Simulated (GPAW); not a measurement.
## NaF (Fm-3m): refractive index against wavelength

The refractive index of NaF (Fm-3m) below the direct gap (5.91 eV on the mesh) is read from one computed spectrum, n = √(Re ε).

It takes space group Fm-3m (No. 225, cubic). Conventional cell: a = 4.640 Å, b = 4.640 Å, c = 4.640 Å, α = 90.00°, β = 90.00°, γ = 90.00°. Around Na on site a lie 6 F at 2.32 Å. F on site b has 6 Na at 2.32 Å as nearest neighbours.

Method: GPAW 26.7.0, LDA, RPA, k-mesh 16×16×16, local fields up to 50 eV, Lorentzian half width 0.1 eV.

Launch of the response step: `OMP_NUM_THREADS=1 python df.py`. The run took 26 s, its band step included, on 1 thread of Arm Neoverse V2, with other jobs on the host.

| wavelength (nm) | photon energy E (eV) | n |
| --- | --- | --- |
| 700 | 1.771 | 1.3580 |
| 633 | 1.959 | 1.3597 |
| 532 | 2.331 | 1.3637 |
| 450 | 2.755 | 1.3694 |
| 405 | 3.061 | 1.3744 |
| 365 | 3.397 | ? |
| 308 | 4.025 | 1.3967 |

In the single-oscillator model n² − 1 = E₀E_d/(E₀² − E²), so 1/(n² − 1) = E₀/E_d − E²/(E₀E_d) is linear in E².

Working, on the rows shown:

| x = E² (eV²) | y = 1/(n² − 1) |
| --- | --- |
| 3.13716 | 1.1846 |
| 3.83641 | 1.17816 |
| 5.43137 | 1.16323 |
| 7.59115 | 1.14252 |
| 9.37179 | 1.12489 |
| 16.2043 | 1.05178 |

Means: x̄ = 7.5954, ȳ = 1.1409. Σ(x − x̄)(y − ȳ) = -1.179, Σ(x − x̄)² = 116. Slope = -1.179 / 116 = -0.01017; intercept = ȳ − slope · x̄ = 1.2181. Turned back into n, the line misses the rows shown by at most 0.0006.

Problem. Predict the last column of the withheld row from the fit.

Solution. At x = 11.538 the line gives y = 1.1008, that is 1.3815. The run gave 1.3809, so the interpolation is off by 0.00057, 1.5 % of the range in the table.

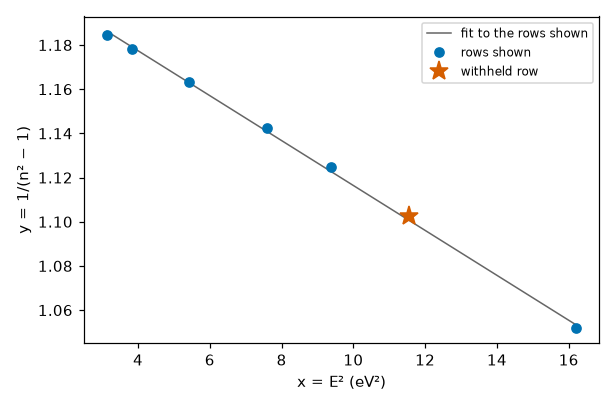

Refitted with all rows, the slope is -0.01012 and the intercept 1.2179. These give E₀ = √(intercept/−slope) = 10.97 eV and E_d = E₀/intercept = 9.0 eV; E₀ is 1.9 times the direct gap. The electronic limit at long wavelengths, without lattice vibrations, is n = √(1 + 1/intercept) = 1.349. Excitons are left out; LDA gaps are as a rule too small. The values come from a sum over the points of one k-mesh and carry its error, which grows as the direct gap shrinks. This version of GPAW has incomplete matrix elements in the optical limit, which can lower ε − 1 by up to a tenth where first-row anions or d states rule. The local-field cutoff holds few shells of reciprocal vectors for this small cell, so ε∞ can read a few per cent high.
